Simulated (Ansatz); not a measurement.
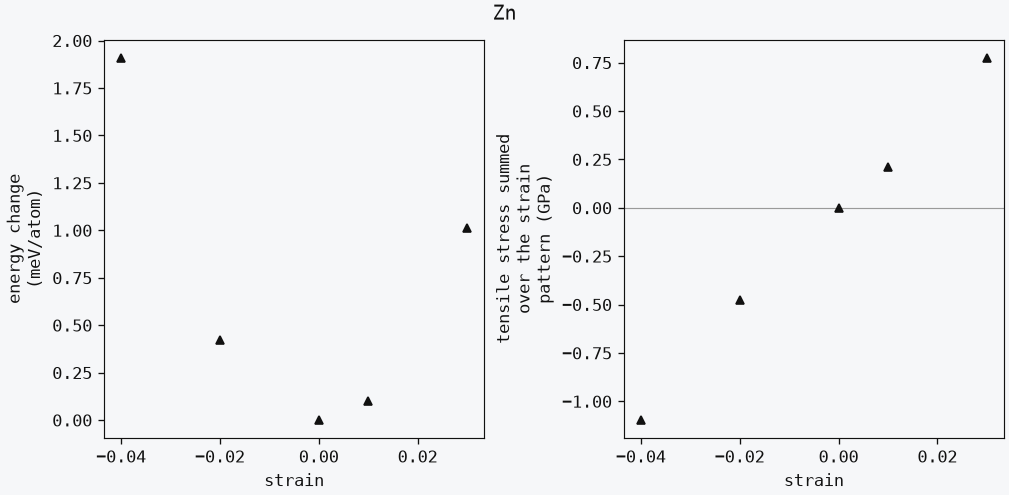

Caption: Energy change and tensile stress summed over the strain pattern against strain for Zn, space group P6_3/mmc (No. 194).

The energy change is 1.91 meV/atom at strain −0.04 and 1.01 meV/atom at 0.03; the lowest computed point is at strain 0.00 (0.00 meV/atom), and no other minimum shows. The tensile stress summed over the strain pattern rises from −1.097 GPa at strain −0.04 to 0.776 GPa at 0.03, and changes sign near 0.00.

Method: homogeneous strain of a crystal along one Voigt pattern with engineering shear, fractional coordinates fixed, by plane-wave density functional theory with PAW datasets, free energies less that of the undisturbed cell; scalar-relativistic (Ansatz 0.2.0). Level: PBE, no spin polarisation.

- wave cutoff: 420 eV
- k mesh: 21×21×10
- occupations: Gaussian
- smearing width: 0.15 eV
- k shift: (0, 0, 0) (mesh steps)
- start: as given
- strain pattern: (0, 0, 0, 1, 0, 0) (xx yy zz yz xz xy with engineering shear)

Starting cell:
```yaml
crystal:
  lattice:
    - [2.66480, 0.00000, 0.00000]
    - [-1.33240, 2.30778, 0.00000]
    - [0.00000, 0.00000, 4.94670]
  atoms:
    - { symbol: Zn, position: [0.33333, 0.66667, 0.25000] }
    - { symbol: Zn, position: [0.66667, 0.33333, 0.75000] }
```

Limits of the calculation: reference crystal is not relaxed.
